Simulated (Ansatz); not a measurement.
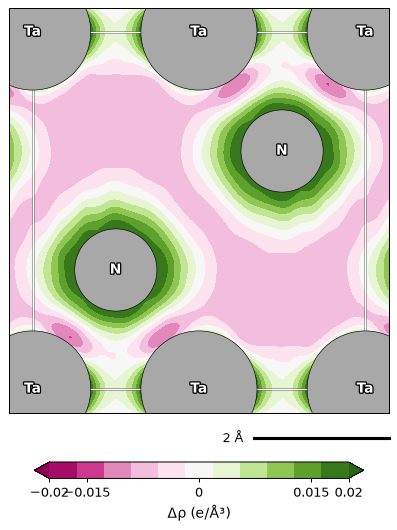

TaN. Difference of the valence pseudo-densities of two functionals at the same geometry, on the (110) plane of the calculation cell: r2SCAN less PBE.

Both computed with Ansatz (plane waves, PAW), on the same k-point mesh. Grey discs cover the atomic cores.

> Where does the change of functional move the electrons?

Against PBE, r2SCAN gives less density around Ta (−0.005 e/Å³ on average at 1.2 Å from the nucleus), more density around N (+0.014 e/Å³ on average at 0.8 Å from the nucleus) and a change of −0.009 e/Å³ at the midpoint of Ta–N.
